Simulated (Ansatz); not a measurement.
Pt: single-point calculation

System: Pt (P6₃/mmc, 2 atoms in the cell).
Method: DFT, LDA, plane waves, PAW, no spin polarisation (Ansatz 0.2.0).

The structure derives from a Materials Project entry. Some settings of this run were made unusual or wrong on purpose. Figures and captions count atoms from 1; the log counts them from 0 in places.

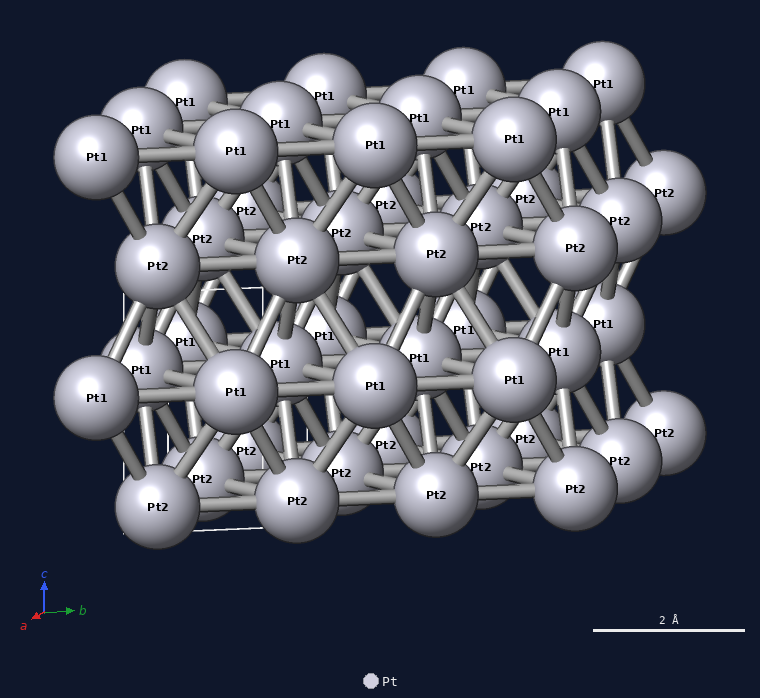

**Figure 1.** The structure as given in the input (ball-and-stick view of the cell of the calculation, repeated 3 × 4 × 2, seen slightly off an axis; atoms are numbered from 1 in the order of the input). Near neighbours in the crystal (not all of them lie inside the picture): Pt has 12 Pt at 1.90 to 1.97 Å.

The input:
```yaml
crystal:
  lattice:
    - [1.89557074, 0.0, 0.0]
    - [-0.94778537, 1.64161242, 0.0]
    - [0.0, 0.0, 3.27471379]
  atoms:
    - { symbol: Pt, position: [0.6666666667, 0.3333333333, 0.75] }
    - { symbol: Pt, position: [0.3333333333, 0.6666666667, 0.25] }
basis:
  ecutwfc: 420
kpoints:
  mp_grid: { grid: [18, 18, 10] }
hamiltonian:
  xc: lda
scf:
  occupations: { method: gaussian, width: 0.1 }
  max_iter: 60
output:
  forces: true
  eigenvalues: true
  stress: true
```

Launched with:
```bash
ansatz run input.yaml --threads 1 --pin off --max-ram 3072MiB --backend cpu --events-out ev --progress --plain --runs-dir out
```

The program's output:
```
Engine: ansatz 0.2.0, x86_64-unknown-linux-gnu
Pseudopotentials: kind: paw
Pseudopotential: Pt, paw, valence charge 18, recommended cutoff 420 eV (normal), Pt.paw.azcp
Functional definition: SPW92
  exchange = slater_x
  correlation = pw_c
Crystal: 2 atoms, lattice volume = 10.190 Å³
Basis set: ecut = 420 eV, 209 PW (Γ)
Bands: 22, of which v1, the nominal top of the filled ones, is band 18 counted from 1 (17 counted from 0)
Symmetry: 24 space group operations
Space group: P63/mmc (ITA 194), of the structure as read, at distance tolerance 2.2e-5 Å
k-points: 222 of 3240
Non-local potential: Pt, projectors of the file, l = 0: 3, l = 1: 2, l = 2: 2, l = 3: 1
PAW form: soft (Blöchl's): semilocal exchange-correlation on the pseudo side does not see the compensation charge
PAW frozen core: Pt, regenerated for the run's functional, and the local potential with it (the file was generated under x = pbe(κ = 0.804, μ = 0.2195149727645171), c = pbe(β = 0.06672455060314922))
PAW one-centre angular grid: Pt, 590 points (default); XC on 64 Gauss nodes
Initial density: superposition of atomic densities (neutral atoms: chi_scale 0, normalization atom), corrected by the library's trained network
Initial wavefunctions: pseudopotential atomic-orbital guess
Functional: x = slater, c = lda
SCF iter   1: F=—  HF=-37552.478880 eV  |F-HF|=—  |Δ(HF+E_count)|=         —  Δρ=2.00e1  dr2=1.68e4  ethr=1.77e-3  ⟨swp⟩=21.1  Hψ=71552  notcnv=0
preconditioner: auto → none  [insulator: Δε(μ)=86.014 eV  Ē_g=136.821 eV  σ=0.100 eV  W_gap=1.00  n_scr=2 (ndim 8)  ℏωp=52.0 eV  f_vac=0.318  D(μ)=0.00/eV (n_scr^D=0)  ε∞_Penn≈1.1]
SCF iter   2: F=—  HF=-26039.737772 eV  |F-HF|=—  |Δ(HF+E_count)|=    1.15e4  Δρ=9.22e0  dr2=3.46e3  ethr=1.77e-3  ⟨swp⟩=19.1  Hψ=45904  notcnv=0  defer=475
SCF iter   3: F=—  HF=-24637.945043 eV  |F-HF|=—  |Δ(HF+E_count)|=    1.40e3  Δρ=3.15e0  dr2=5.19e2  ethr=1.77e-3  ⟨swp⟩=5.0  Hψ=70875  notcnv=0  defer=30
automatic band count: the SCF goes on with 26 bands, as 22 were too few: the levels above may hold too much charge
SCF iter   4: F=—  HF=-24414.139445 eV  |F-HF|=—  |Δ(HF+E_count)|=    2.24e2  Δρ=8.98e-1  dr2=4.01e1  ethr=1.77e-3  ⟨swp⟩=5.1  Hψ=23014  notcnv=0  defer=557
SCF iter   5: F=—  HF=-24393.714374 eV  |F-HF|=—  |Δ(HF+E_count)|=    2.04e1  Δρ=5.58e-2  dr2=1.44e-1  ethr=1.77e-3  ⟨swp⟩=4.9  Hψ=18947  notcnv=0  defer=602
SCF iter   6: F=—  HF=-24393.671761 eV  |F-HF|=—  |Δ(HF+E_count)|=   4.26e-2  Δρ=3.59e-2  dr2=6.65e-2  ethr=4.01e-4  ⟨swp⟩=3.1  Hψ=10639  notcnv=0  defer=612
SCF iter   7: F=—  HF=-24393.638505 eV  |F-HF|=—  |Δ(HF+E_count)|=   3.33e-2  Δρ=6.64e-3  dr2=2.34e-3  ethr=1.85e-4  ⟨swp⟩=2.7  Hψ=9912  notcnv=0  defer=609
SCF iter   8: F=—  HF=-24393.637412 eV  |F-HF|=—  |Δ(HF+E_count)|=   1.09e-3  Δρ=8.29e-4  dr2=3.59e-5  ethr=6.51e-6  ⟨swp⟩=2.3  Hψ=8659  notcnv=0  defer=609
SCF iter   9: F=—  HF=-24393.637391 eV  |F-HF|=—  |Δ(HF+E_count)|=   2.07e-5  Δρ=1.59e-4  dr2=1.37e-6  ethr=9.97e-8  ⟨swp⟩=2.4  Hψ=9131  notcnv=0  defer=609
SCF iter  10: F=-24393.637390 eV  HF=-24393.637390 eV  |F-HF|=9.24e-10  |Δ(HF+E_count)|=   6.65e-7  Δρ=5.98e-6  dr2=1.44e-9  ethr=2.78e-10  ⟨swp⟩=13.5  Hψ=37442  notcnv=0
SCF 1 converged in 10 iterations: F = -24393.637390 eV  dr2 = 1.44e-9
  greatest PAW one-centre occupation: 1.102 electrons in one spin orbital (limit 2), on the Pt atom at site 1 (counted from 0), in its partial waves of l = 1
```

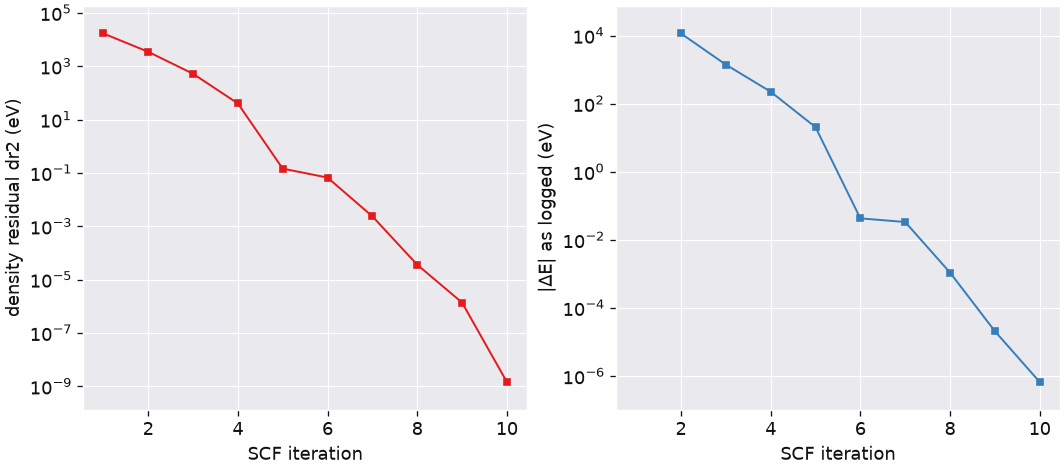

**Figure 2.** Convergence of the self-consistent field: density residual dr2 and size of the energy change against the SCF iteration. The residual falls at every step.

```
SCF converged after 10 iterations
Free energy (F): -24393.637390 eV
Harris-Foulkes:  -24393.637390 eV  (|F-HF|=9.24e-10)
Internal energy: -24393.634390 eV  (E = F + TS)
E sigma→0 (E₀):  -24393.635890 eV
Entropy (-TS):   -0.003000 eV (-1.500 meV/atom)
Fermi energy:    81.963661 eV
--- Per-component energies (eV) ---
  E_band       = 1438.884654
  E_kinetic    = 1560.764327
  E_local      = -5.138361  (includes V_loc(G=0)·N_el)
  E_nonlocal   = 515.969446
  E_hartree    = 363.673420
  E_xc         = -579.626774
  E_vxc        = -681.477191  (∫ρ·V_xc dr)
  E_paw        = -18423.010258  (= ΣΔE_a)
  E_vpaw       = -678.579542  (= ΣTr[D̂ρ^β])
  E_aug_tail   = 0.000344  (compensation charges beyond the density's cutoff)
  E_ewald      = -7827.194274
  E_core_change = 0.927739  (= ΣΔE_core)
  E_smearing   = -0.003000  (= −TS)
  E_closure    = -0.000000  (closes the sum)
  Σ components = -24393.637390   (vs F -24393.637390, Δ=0.00e0)
--- Forces (eV/Å), atoms counted from 1 ---
  atom   1  Pt    -0.00000000    -0.00000000    -0.00000000
  atom   2  Pt     0.00000000     0.00000000     0.00000000
  max |Σ_I F_I| component: 0.00e0 eV/Å
--- Stress (GPa, compression-positive) ---
     4375.197056       0.000000      -0.000000
        0.000000    4375.197056       0.000000
       -0.000000       0.000000    3955.679933
  P = ⅓ Tr σ = 4235.3580 GPa (42353.580 kbar)
--- Band table (eV; the first three rows and the last of 222) ---
  k-point 0: bands = ["-29.3188", "-26.7544", "10.7841", "22.9063", "22.9063", "23.1956", "24.2416", "24.2416", "54.8244", "57.8379", "60.8995", "63.1066", "63.1066", "65.4189", "65.4189", "70.6275", "70.6275", "79.0329", "79.0329", "80.4703", "85.3025", "87.7499", "89.1883", "105.7571", "105.7571", "107.4787"]
  k-point 1: bands = ["-29.2634", "-26.8261", "11.0337", "22.7887", "22.9377", "22.9377", "24.2077", "24.2077", "54.9388", "58.3506", "60.7734", "63.0246", "63.0246", "65.2442", "65.2442", "71.0287", "71.0287", "79.1507", "79.1507", "79.6743", "84.6399", "89.0985", "89.4605", "103.8900", "104.3444", "104.3444"]
  k-point 2: bands = ["-29.1010", "-27.0314", "11.7658", "21.6609", "23.0294", "23.0294", "24.1097", "24.1097", "55.2763", "59.3808", "60.8364", "62.8627", "62.8627", "64.7855", "64.7855", "72.1233", "72.1233", "77.6871", "79.3505", "79.3505", "83.9887", "89.5506", "91.7630", "101.8479", "102.0955", "102.0955"]
  k-point 221: bands = ["-25.1742", "-25.1742", "12.8480", "12.8480", "14.4922", "14.4922", "21.0214", "21.0214", "56.1589", "56.1589", "59.9233", "59.9233", "68.4207", "68.4207", "69.3523", "69.3523", "79.6656", "79.6656", "98.3814", "98.3814", "99.9170", "99.9170", "104.9253", "104.9253", "114.6621", "114.6621"]
```

Outcome:

| quantity | value |
| --- | --- |
| outcome | converged |
| space group (tolerance 0.01 Å) | P6₃/mmc (194) |
| electrons treated | 36 |
| free energy | −24393.6374 eV |
| Fermi energy | 81.964 eV |
| gap on the k-point mesh | none (metallic) |
| pressure | 4235.36 GPa |
| largest force (length of the vector) | under 0.001 eV/Å |
| hardware | 1 thread of AMD EPYC (Zen 3), 32 GiB of memory available, shared host |
| wall time | 12 s |
| peak memory | 0.38 GiB |

What went wrong:

A setting was made wrong on purpose: a lattice far too small (`crystal.lattice`). The atoms are squeezed together and the pressure is enormous. The program still converged, but the numbers can't be taken as results for the intended system.
